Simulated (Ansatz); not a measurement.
**A Fermi-surface study of Sn in space group Immm**

The calculation's input:

```yaml
crystal:
  lattice:
    - [-1.726539, 1.775547, 2.338342]
    - [1.726539, -1.775547, 2.338342]
    - [1.726539, 1.775547, -2.338342]
  atoms:
    - { symbol: Sn, position: [0.0, 0.0, 0.0] }
basis:
  ecutwfc: 420
kpoints:
  mp_grid: { grid: [16, 16, 16] }
hamiltonian:
  xc: pbe
scf:
  occupations: { method: gaussian, width: 0.05 }
output:
  forces: true
  eigenvalues: true
  eigenstates:
    nscf_kmesh: { grid: [14, 14, 14] }
    top_band: c12
    de_dk: true
    localisation: false
  stress: true
checkpoint:
  write: ck
  compress: false
  write_wavefunctions: false
  write_every: 100000
magnetization:
  noncollinear: true
  spin_orbit: true
```

Launched as:

```sh
ansatz run input.yaml --threads 1 --pin off --max-ram 3072MiB --backend cpu --events-out ev --progress --plain --runs-dir out
```

All numbers here come from DFT PBE, spin-orbit coupling, plane waves, PAW; levels and slopes on a k mesh at the converged density in Ansatz. Non-magnetic. With an inversion centre and no moment every band is doubly degenerate; a pair is shown and named once. The levels come from a k mesh of 14×14×14 points. Cell and positions as given, without relaxation. The cell comes from a database of computed structures, not from a measurement.

### 1. The sheets

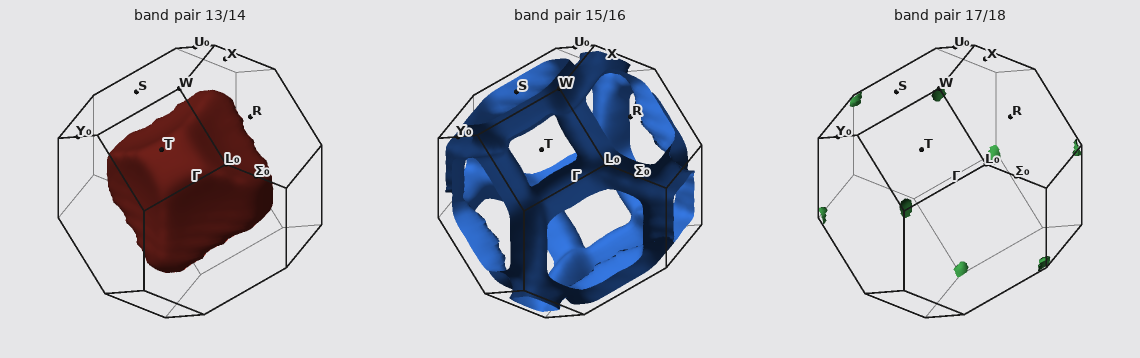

Computed Fermi surface of this crystal. Each panel holds one band. The brighter face of a sheet looks towards empty states.

Q: Describe the Fermi surface sheet by sheet.

A: Three doubly degenerate bands cross the Fermi level; this is a three-dimensional metal.

Band pair 13/14: one hole pocket centred at Γ (22 % of the zone).
Band pair 15/16: an open electron network that joins neighbouring zones in all directions (22 % of the zone).
Band pair 17/18: two electron pockets centred at W, no more than about three mesh steps wide (each 0.05 % of the zone).
A pocket cut by a face of the zone is counted once with the part on the opposite face.
The shape of the surface of band pair 17/18 changes its kind within 0.05 eV of this level, so small parts may appear, vanish, join or separate.

Q: How large are the density of states and the plasma frequency?

A: The density of states at the Fermi level is 0.54 states/eV per primitive cell. The intraband plasma frequency is 9.4 eV in all directions.

### 2. Speeds

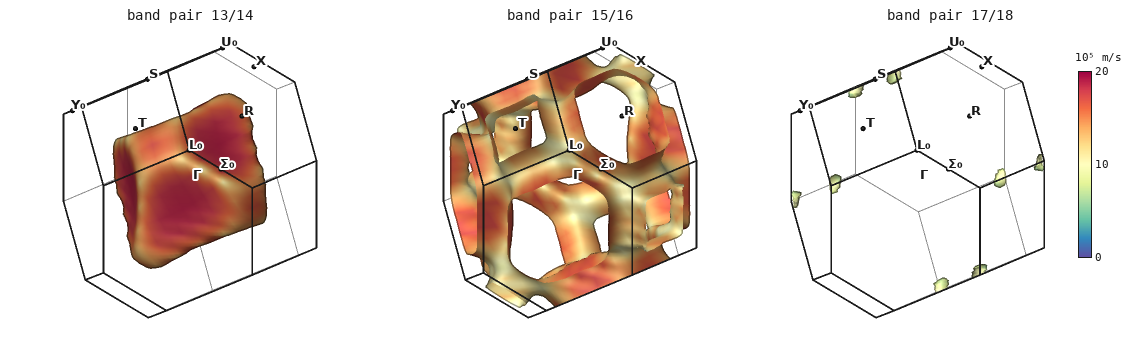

Fermi surface of this crystal, coloured by the Fermi speed.

Q: How fast are the electrons on each sheet?

A: Band pair 13/14: 13 to 19 × 10⁵ m/s over most of the sheet, 16 × 10⁵ m/s on average over states. Band pair 15/16: 10 to 17 × 10⁵ m/s over most of the sheet, 13 × 10⁵ m/s on average over states. Band pair 17/18: 6.7 to 10 × 10⁵ m/s over most of the sheet, 8.7 × 10⁵ m/s on average over states.

Q: Which of these bands adds most to the density of states at the Fermi level?

A: Band pair 15/16, with 0.34 of 0.54 states/eV per cell.

### 3. Cuts and bands

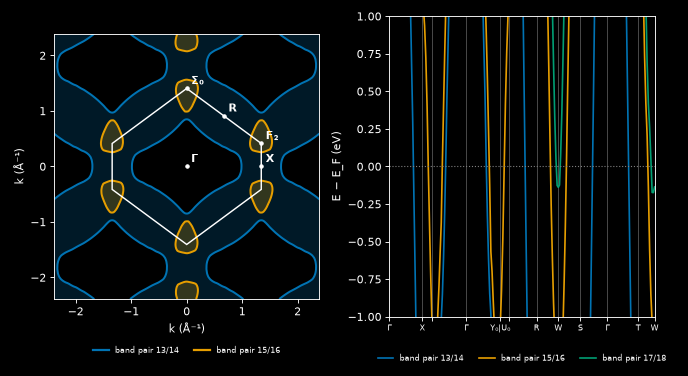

This crystal: cut through the Fermi surface in the plane through Γ, X and R, filled states shaded, and the bands that cross the Fermi level.

Q: Give each band's level at the labelled points, in eV from the Fermi level.

A:
```csv
band,Γ,X,S,R,T
band pair 13/14,above,below,below,below,below
band pair 15/16,above,above,above,above,above
band pair 17/18,above,above,above,above,above
```

Negative values are filled states; "above" and "below" lie outside the plotted window.

The mesh is coarse (steps of 0.18 Å⁻¹). Necks and pockets thinner than about two mesh steps aren't resolved, so separate pockets may in truth be joined.

The run (self-consistency and the dense mesh) took 2.2 min on 1 thread of Arm Neoverse V1, with other jobs on the host, peak memory 0.83 GiB.
